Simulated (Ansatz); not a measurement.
```xyz
20
Lattice="2.9487 0.0000 0.0000 -2.9356 5.9356 0.0000 0.0000 0.0000 26.5157" Properties=species:S:1:pos:R:3 pbc="T T T"
O     1.4850    2.6373    7.5000
Cu    0.0107    3.7550    8.1398
Cu    1.4785    0.7872    8.1398
O    -1.4637    4.8727    8.7793
O     1.4720    1.1724   10.0590
Cu   -0.0023    2.2901   10.6988
Cu   -1.4701    5.2579   10.6988
O    -1.4766    3.4078   11.3386
O    -1.4765    5.6431   12.6180
Cu   -0.0153    0.8252   13.2578
Cu   -1.4831    3.7930   13.2578
O     1.4591    1.9429   13.8977
O    -1.4895    4.1782   15.1770
Cu   -0.0152    5.2959   15.8169
Cu    1.4526    2.3281   15.8169
O     1.4461    0.4780   16.4567
O     1.4462    2.7134   17.7363
Cu   -0.0281    3.8310   18.3759
Cu    1.4397    0.8632   18.3759
O    -1.5025    4.9488   19.0157
```

Not relaxed (largest force 1.1 eV/Å); computed without spin polarisation.

Method: DFT PBE, scalar-relativistic, plane waves, PAW (Ansatz).

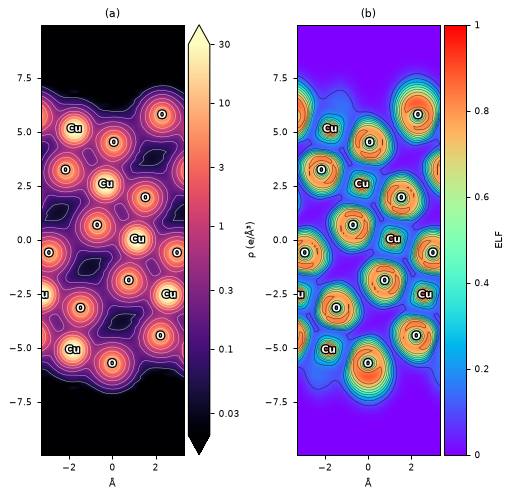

CuO (slab). (a) valence pseudo-density; (b) ELF on the (11̄0) plane of the calculation cell, a cut from vacuum to vacuum.

Core electrons are frozen (PAW), and the valence fields are smoothed inside the atomic spheres.

Describe what can be read from this map.

- The plane passes through O and Cu nuclei.
- Cu–O (1.96 Å): ρ at the midpoint is about 0.63 e/Å³; the ELF peaks at about 0.85 in the valence shell of O, 0.6 Å from its nucleus, and is about 0.20 at the midpoint; no localised pair shows between them.
- The density dies away to nearly zero in the vacuum.
- The features right at Cu lie inside the PAW spheres, where the map follows smoothed inner orbitals and isn't to be read closely.
